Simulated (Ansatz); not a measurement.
## Run report: Ru, geometry relaxation (part 1 of 2)

The run: geometry relaxation of Ru (2 atoms in the cell). Method and program: DFT PBE, scalar-relativistic, plane waves, PAW, no spin polarisation (Ansatz 0.2.0).

The structure derives from an entry of the Crystallography Open Database.

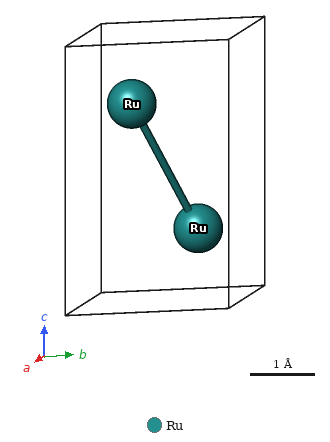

**Figure 1.** The structure as given in the input (ball-and-stick view of the cell of the calculation, seen slightly off an axis). Near neighbours in the crystal (not all of them lie inside the picture): Ru has 12 Ru at 2.65 to 2.71 Å.

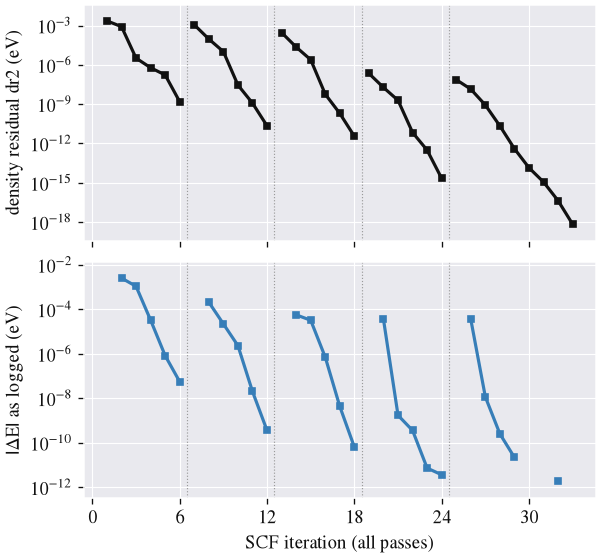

**Figure 2.** Convergence of the self-consistent field: density residual dr2 and size of the energy change against the SCF iteration. The dotted lines part the SCF passes of the relaxation: geometry steps, rejected trials and re-solves on a re-selected basis. The 5 passes take 6 to 9 iterations each, 33 in all.

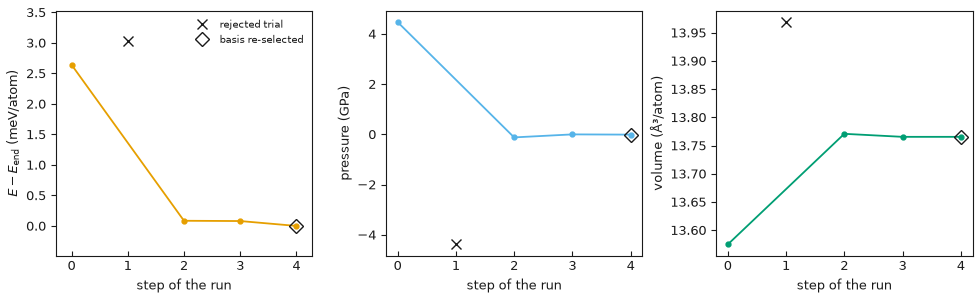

**Figure 3.** Progress of the relaxation, step by step (the first geometry is step 0 here and step 1 in the log).

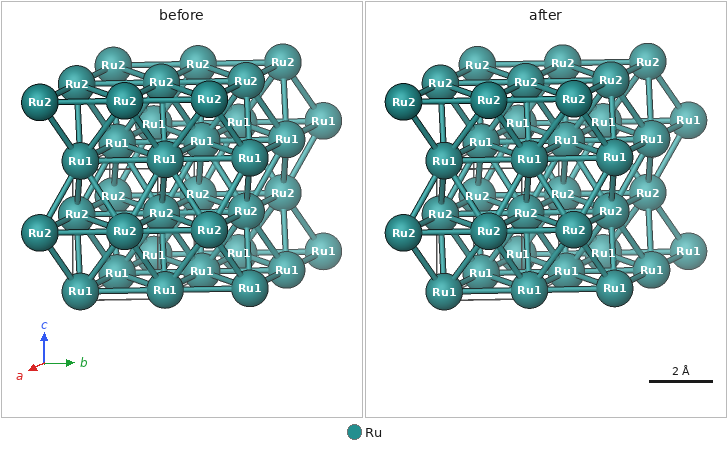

**Figure 4.** Before (left) and after (right) the relaxation, at one scale (ball-and-stick view of the cell of the calculation, repeated 3 × 3 × 2, seen slightly off an axis). The atoms keep their places relative to the cell (all moves are under 0.005 Å). The drawn cell changes as follows: a = b 2.706 → 2.720 Å (+0.5 %), c 4.282 → 4.297 Å (+0.3 %); the volume changes by +1.4 %. Among the contacts that change: Ru1–Ru1 2.706 → 2.720 Å, Ru1–Ru2 2.650 → 2.661 Å. The space group stays P6_3/mmc (No. 194). The energy falls by 2.6 meV per atom in 3 geometry steps. All forces vanish by symmetry, so only the cell relaxes. Pressure: 4.47 GPa at the start and −0.01 GPa at the end. The line search rejected the trial step at point 1 (counted from 0) and went back. A last SCF at the same geometry on a re-selected plane-wave basis shifts the energy by −0.1 meV per atom. (Atoms are counted from 1 in the order of the input.)

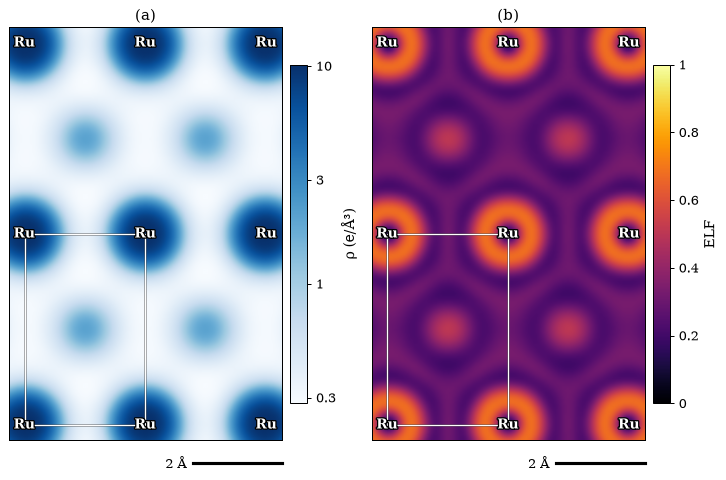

**Figure 5.** (a) valence pseudo-density; (b) ELF on the (100) plane of the conventional cell. The section cuts through Ru sites. Ru–Ru (2.72 Å): ρ is about 0.38 e/Å³ halfway; the ELF is about 0.30 at the midpoint; no localised pair between them. Away from the nuclei the density in this plane falls to 0.28 e/Å³ at its lowest. The strong features right at Ru lie inside the PAW spheres (semicore, d or f shells) and say nothing about bonding. The fields are those of the smooth PAW valence density.

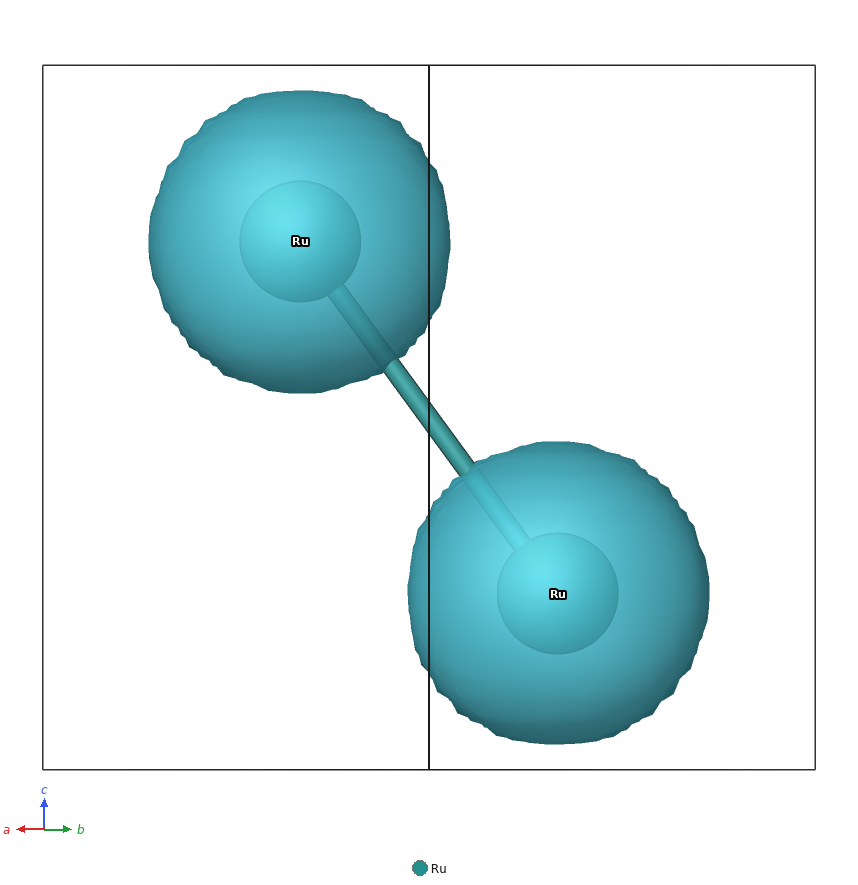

**Figure 6.** Isosurface of the valence pseudo-density at 1 e/Å³ (cyan), seen along [110]. Sticks mark near contacts. The outline is the cell set on symmetry axes. At this value the density breaks into separate islands; it holds about 75 % of the electrons treated as valence (semicore included). It is pinched off along the Ru–Ru (2.66 Å) and Ru–Ru (2.72 Å) contacts. On the grid the lowest density along these lines, outside the cores, is 0.42 e/Å³ (Ru–Ru, 2.66 Å) and 0.38 e/Å³ (Ru–Ru, 2.72 Å).

The input that produced these results follows, with the program's output.

## Input file
```yaml
crystal:
  lattice:
    - [2.7058, 0.0, 0.0]
    - [-1.3529, 2.3432915376, 0.0]
    - [0.0, 0.0, 4.2819]
  atoms:
    - { symbol: Ru, position: [0.3333333333, 0.6666666667, 0.25] }
    - { symbol: Ru, position: [0.6666666667, 0.3333333333, 0.75] }
basis:
  ecutwfc: 420
kpoints:
  mp_grid: { grid: [18, 18, 10] }
hamiltonian:
  xc: pbe
scf:
  occupations: { method: gaussian, width: 0.1 }
output:
  forces: true
  stress: true
  eigenvalues: true
  write_density: true
  write_potential: true
  elf: true
  volumetric_format: npy
relax:
  adjacent_minimum: "off"
  f_tol: 0.005
  max_steps: 80
  cell: { stress_tol: 0.05 }
```

Launch command:
```bash
ansatz run input.yaml --threads 2 --pin off --max-ram 5120MiB --backend cpu --events-out ev --progress --plain --runs-dir out
```

## The program's output
```
Engine: ansatz 0.2.0, x86_64-unknown-linux-gnu
Pseudopotentials: kind: paw
Pseudopotential: Ru, paw, valence charge 16, recommended cutoff 420 eV (normal), Ru.paw.azcp
Functional definition: PBE
  parameter kappa = 0.804
  parameter beta = 0.06672455060314922
  exchange = pbe_x(kappa = kappa, mu = beta*pi^2/3)
  correlation = pbe_c(beta = beta)
Crystal: 2 atoms, lattice volume = 27.149 Å³
Basis set: ecut = 420 eV, 537 PW (Γ), exchange–correlation on 40×40×60 points (8 copies of the dense FFT grid, shifted against one another)
Bands: 20, of which v1, the nominal top of the filled ones, is band 16 counted from 1 (15 counted from 0)
Symmetry: 24 space group operations
Space group: P63/mmc (ITA 194), of the structure as read, at distance tolerance 3.0e-5 Å
k-points: 222 of 3240
Non-local potential: Ru, projectors of the file, l = 0: 3, l = 1: 2, l = 2: 2, l = 3: 1
PAW form: soft (Blöchl's): semilocal exchange-correlation on the pseudo side does not see the compensation charge
PAW one-centre angular grid: Ru, 590 points (default); XC on 64 Gauss nodes
Initial density: superposition of atomic densities (neutral atoms: chi_scale 0, normalization atom), corrected by the library's trained network
Initial wavefunctions: pseudopotential atomic-orbital guess
Functional: x = pbe(κ = 0.804, μ = 0.2195149727645171), c = pbe(β = 0.06672455060314922)
SCF iter   1: F=—  HF=-11757.371435 eV  |F-HF|=—  |Δ(HF+E_count)|=         —  Δρ=6.53e-3  dr2=2.26e-3  ethr=1.77e-3  ⟨swp⟩=5.0  Hψ=17144  notcnv=0
preconditioner: auto → none  [metal: Δε(μ)=0.004 eV  Ē_g=5.837 eV  σ=0.100 eV  W_gap=0.02  n_scr=8 (ndim 8)  ℏωp=28.5 eV  f_vac=0.000  D(μ)=1.82/eV (n_scr^D=22)  sad-step TF]
SCF iter   2: F=—  HF=-11757.373993 eV  |F-HF|=—  |Δ(HF+E_count)|=   2.56e-3  Δρ=3.85e-3  dr2=8.27e-4  ethr=7.08e-6  ⟨swp⟩=2.0  Hψ=9690  notcnv=0
SCF iter   3: F=—  HF=-11757.375086 eV  |F-HF|=—  |Δ(HF+E_count)|=   1.09e-3  Δρ=2.69e-4  dr2=3.25e-6  ethr=2.59e-6  ⟨swp⟩=2.1  Hψ=6012  notcnv=0
SCF iter   4: F=—  HF=-11757.375054 eV  |F-HF|=—  |Δ(HF+E_count)|=   3.28e-5  Δρ=1.08e-4  dr2=6.03e-7  ethr=1.02e-8  ⟨swp⟩=2.0  Hψ=7974  notcnv=0
SCF iter   5: F=—  HF=-11757.375054 eV  |F-HF|=—  |Δ(HF+E_count)|=   8.29e-7  Δρ=2.94e-5  dr2=1.68e-7  ethr=1.89e-9  ⟨swp⟩=2.0  Hψ=7959  notcnv=0
SCF iter   6: F=-11757.375054 eV  HF=-11757.375054 eV  |F-HF|=2.95e-10  |Δ(HF+E_count)|=   5.55e-8  Δρ=3.15e-6  dr2=1.52e-9  ethr=3.13e-10  ⟨swp⟩=8.3  Hψ=26087  notcnv=0
the search or the solves at the SCF's close seem to have found levels that the self-consistency loop had missed (the run counts 1). By its estimate they hold under 1e-12 electrons; where the run keeps them, the occupations were computed again with them
SCF 1 converged in 6 iterations: F = -11757.375054 eV  dr2 = 1.52e-9
  greatest PAW one-centre occupation: 0.998 electrons in one spin orbital (limit 2), on the Ru atom at site 1 (counted from 0), in its partial waves of l = 0
relax step   1: F+E_penalty+E_count = -11757.37505428 eV  Δ(F+E_penalty+E_count) = +0.000e0 eV  max|allowed force component| = 3.701e-17 eV/Å  Δτ_max = 0.0000 Å  P = +4.471 GPa  Ω = 27.149 Å³  (6 SCF iters, dr2 threshold 1.00e-7 eV, accepted)
Crystal: 2 atoms, lattice volume = 27.938 Å³
Initial density: handed on by an earlier stage of this run
Initial wavefunctions: those handed on with the density
iter 1 solved again at ethr=3.14e-6 eV; its pass at ethr=3.10e-3 eV (dr2=1.00e-3 eV) is discarded
SCF iter   1: F=—  HF=-11757.374493 eV  |F-HF|=—  |Δ(HF+E_count)|=         —  Δρ=2.24e-3  dr2=1.14e-3  ethr=3.14e-6  ⟨swp⟩=2.4  Hψ=24395  notcnv=0
preconditioner: auto → none  [metal: Δε(μ)=0.018 eV  Ē_g=5.619 eV  σ=0.100 eV  W_gap=0.10  n_scr=8 (ndim 8)  ℏωp=28.1 eV  f_vac=0.000  D(μ)=1.91/eV (n_scr^D=22)]
SCF iter   2: F=—  HF=-11757.374283 eV  |F-HF|=—  |Δ(HF+E_count)|=   2.10e-4  Δρ=9.46e-4  dr2=9.31e-5  ethr=3.14e-6  ⟨swp⟩=2.0  Hψ=6140  notcnv=0
SCF iter   3: F=—  HF=-11757.374261 eV  |F-HF|=—  |Δ(HF+E_count)|=   2.22e-5  Δρ=2.87e-4  dr2=1.02e-5  ethr=2.91e-7  ⟨swp⟩=1.2  Hψ=4739  notcnv=0
iter 4 did not close the SCF: its close was put off for the readings that it lacked (scf_convergence_deferred on its scf_iter line)
SCF iter   4: F=-11757.374263 eV  HF=-11757.374263 eV  |F-HF|=1.74e-8  |Δ(HF+E_count)|=   2.33e-6  Δρ=2.20e-5  dr2=2.86e-8  ethr=3.18e-8  ⟨swp⟩=2.5  Hψ=7686  notcnv=0
iter 5 did not close the SCF: its close was put off for the readings that it lacked (scf_convergence_deferred on its scf_iter line)
SCF iter   5: F=-11757.374263 eV  HF=-11757.374263 eV  |F-HF|=9.55e-10  |Δ(HF+E_count)|=   2.03e-8  Δρ=2.85e-6  dr2=1.19e-9  ethr=8.92e-11  ⟨swp⟩=2.0  Hψ=7225  notcnv=0
SCF iter   6: F=-11757.374263 eV  HF=-11757.374263 eV  |F-HF|=7.28e-12  |Δ(HF+E_count)|=  3.58e-10  Δρ=6.28e-7  dr2=2.20e-11  ethr=3.73e-12  ⟨swp⟩=4.1  Hψ=23058  notcnv=0
SCF 2 converged in 6 iterations: F = -11757.374263 eV  dr2 = 2.20e-11
relax step   2: F+E_penalty+E_count = -11757.37426347 eV  Δ(F+E_penalty+E_count) = +7.908e-4 eV  max|allowed force component| = 2.082e-17 eV/Å  Δτ_max = 0.0000 Å  P = -4.386 GPa  Ω = 27.938 Å³  energy of the carried Pulay correction = -3.542e-4 eV  (6 SCF iters, dr2 threshold 2.00e-7 eV, rejected (line search))
Crystal: 2 atoms, lattice volume = 27.542 Å³
iter 1 solved again at ethr=1.03e-6 eV; its pass at ethr=3.10e-3 eV (dr2=3.29e-4 eV) is discarded
```
